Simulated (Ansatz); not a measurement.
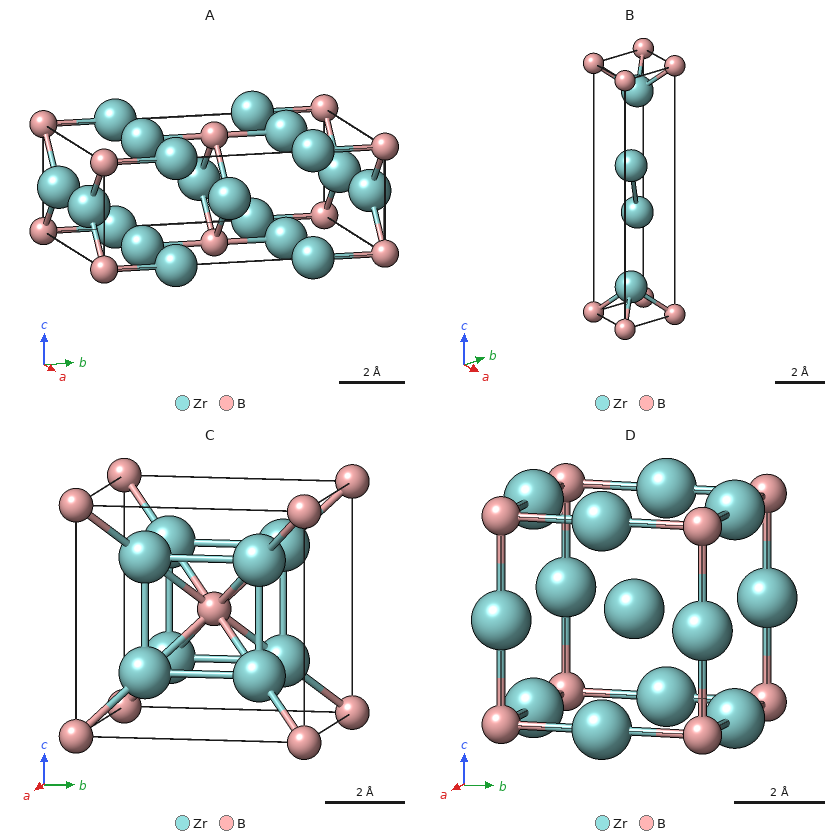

Four structures of Zr4B, each relaxed to rest (conventional cells in solid outline, small ones repeated, each panel with its own scale). Method: DFT PBE, scalar-relativistic, plane waves, PAW (Ansatz), without spin polarisation.

**Give the type and space group of each panel.**

A: 10 atoms a cell on a base-centred orthorhombic lattice, Cmmm; B: 5 atoms a cell on a primitive hexagonal lattice, P-3m1; C: 10 atoms a cell on a body-centred cubic lattice, Im-3m; D: 5 atoms a cell on a primitive cubic lattice, Pm-3m.

**Which of these is lowest in energy, and how far above it do the others lie?**

B, then A (+18 meV/atom), D (+107 meV/atom) and C (+448 meV/atom), energies at zero smearing.

**Collect the results in a table.**

| panel | structure | E − E(lowest) (meV/atom) | volume (Å³/atom) | gap (eV) |
| --- | --- | --- | --- | --- |
| B | P-3m1 | 0 | 20.6 | metal |
| A | Cmmm | 18 | 20.6 | metal |
| D | Pm-3m | 107 | 20.8 | metal |
| C | Im-3m | 448 | 20.6 | metal |

Some of these may be structure types tried for this composition rather than known phases, and the most stable form need not be among them. Gaps are taken on the k-mesh or band path of each run.
